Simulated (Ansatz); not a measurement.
Input of the run:

```yaml
crystal:
  lattice:
    - [1.58, 0.9122134253, 6.15]
    - [-1.58, 0.9122134253, 6.15]
    - [0.0, -1.8244268506, 6.15]
  atoms:
    - { symbol: Mo, position: [0.0, 0.0, 0.0] }
    - { symbol: S, position: [0.417, 0.417, 0.417] }
    - { symbol: S, position: [0.25, 0.25, 0.25] }
hamiltonian:
  xc: pbesol
  pseudopotentials: { kind: paw }
kpoints:
  mp_grid: { grid: [10, 10, 10] }
  band_path:
    path:
      - [[0.0, 0.0, 0.0], [0.5, 0.0, 0.0], [0.5, 0.181334009, -0.181334009]]
      - [[0.818665991, 0.5, 0.181334009], [0.5, 0.5, 0.5], [0.0, 0.0, 0.0], [0.3406670045, 0.0, -0.3406670045]]
      - [[0.6593329955, 0.3406670045, 0.0], [0.5, 0.5, 0.0], [0.6593329955, 0.6593329955, 0.181334009], [0.5, 0.5, 0.5]]
      - [[0.5, 0.0, 0.0], [0.818665991, 0.3406670045, 0.3406670045]]
    npoints: 14
scf:
  occupations: { method: fermi_dirac, width: 0.05 }
  n_extra_bands: 7
output:
  forces: true
  stress: true
  eigenvalues: true
  fatbands: true
```

System: MoS₂, space group R3m (No. 160), 3 atoms in the primitive cell.

Computed with Ansatz: PBEsol, Ansatz PAW, no spin polarisation, no spin-orbit coupling, 10×10×10 k mesh, 420 eV cutoff, Fermi-Dirac smearing of 0.05 eV.

What does the calculation give for the electronic structure? The path is Γ–L–B1|B–Z–Γ–X|Q–F–P1–Z|L–P.

The bands leave a gap. The gap along this path is 0.89 eV and indirect, from the valence-band top at Z to the conduction-band bottom between Γ and X; the smallest direct gap is 1.71 eV, between L and B1. The top valence level at Z is a single band, not degenerate (spin aside). The top valence band spans 1.8 eV and the lowest conduction band 1.2 eV. The direct gaps are 3.09 eV at L, 2.90 eV at P1 and 3.22 eV at Γ.

Spin-orbit coupling is left out, which matters for Mo. The PAW data sets were made with another functional. LDA, GGA and most meta-GGA functionals understate gaps. In reduced coordinates of the cell that was run, L is (0.5, 0, 0), B1 is (0.5, 0.181, −0.181), B is (0.819, 0.5, 0.181), Z is (0.5, 0.5, 0.5), X is (0.341, 0, −0.341), Q is (0.659, 0.341, 0), F is (0.5, 0.5, 0), P1 is (0.659, 0.659, 0.181) and P is (0.819, 0.341, 0.341).

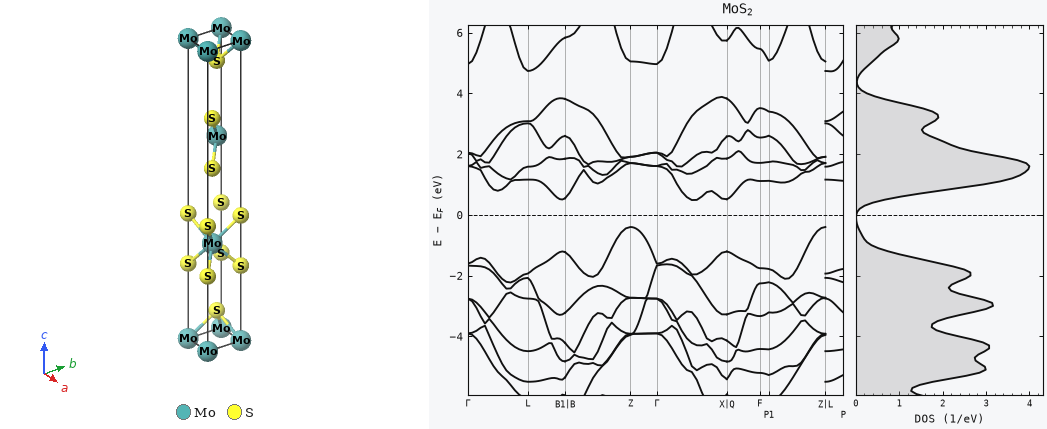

Band structure and density of states, beside the structure. Energies are counted from the Fermi level. The DOS curve is built from the levels of the k mesh with Gaussians 0.55 eV wide, which also blur the band edges; ripples of that width can come from the mesh.
